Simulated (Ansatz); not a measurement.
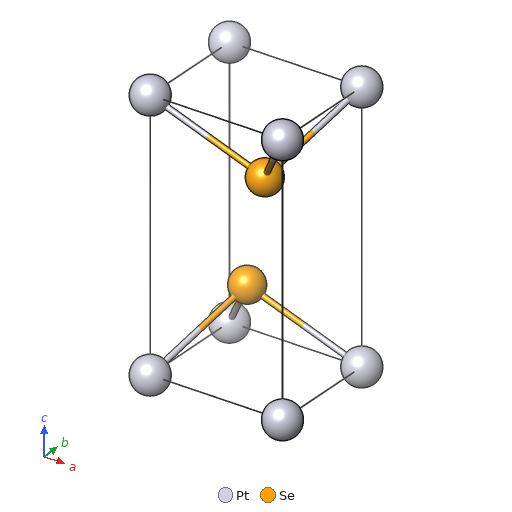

System: PtSe₂, space group P-3m1 (No. 164). The picture shows the conventional cell.

Structure:
```xyz
3
Lattice="3.7240 0.0000 0.0000 -1.8620 3.2251 0.0000 0.0000 0.0000 5.0620" Properties=species:S:1:pos:R:3 pbc="T T T"
Pt    0.0000    0.0000    0.0000
Se    1.8620    1.0750    3.7965
Se    0.0000    2.1501    1.2655
```

How it was computed, with Ansatz 0.2.0: plane-wave DFT, no spin polarisation; energies at scaled volumes of the given cell, shape and fractions fixed, counted from the fit's minimum, third-order Birch-Murnaghan fit. Level: LDA.

k mesh 8×8×5; occupations Fermi–Dirac; smearing width 0.05 eV; potentials Ansatz PAW; wave cutoff 420 eV; density cutoff 1680 eV.

What does the calculation give for the energy and pressure against volume? The volume takes the values 19.05, 19.45, 19.86, 20.27, 20.67, 21.08, 21.48 Å³/atom.

A third-order Birch–Murnaghan fit gives V0 = 20.19 Å³/atom, B0 = 135 GPa and B′ = 4.8. The energy is 30.55 meV/atom at volume 19.05 Å³/atom and 30.67 meV/atom at 21.48 Å³/atom; the lowest computed point is at volume 20.27 Å³/atom (0.11 meV/atom), in a single well. The pressure falls from 9.06 GPa at volume 19.05 Å³/atom to −7.18 GPa at 21.48 Å³/atom, and changes sign near 20.20 Å³/atom.

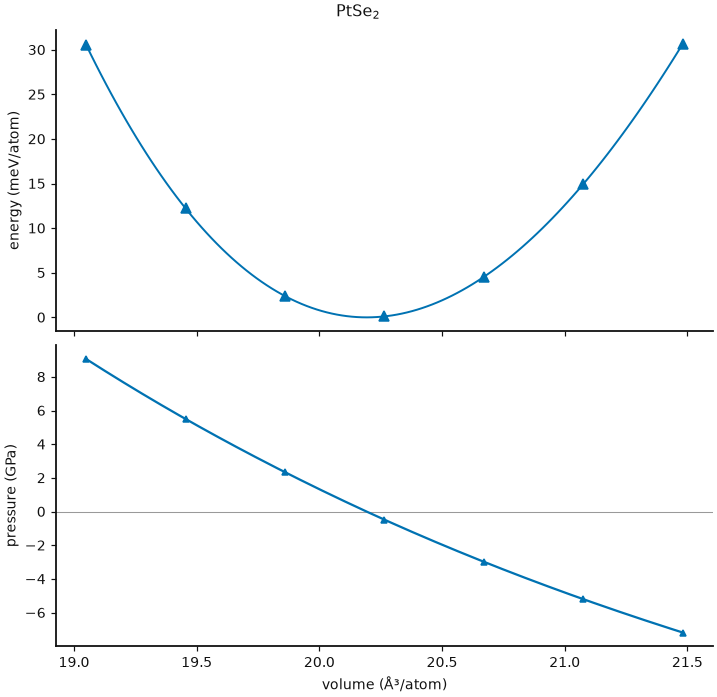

Note: spin-orbit coupling left out, heavy elements; shape and atomic fractions are frozen while scaling, which makes layered, chain and framework solids too stiff.
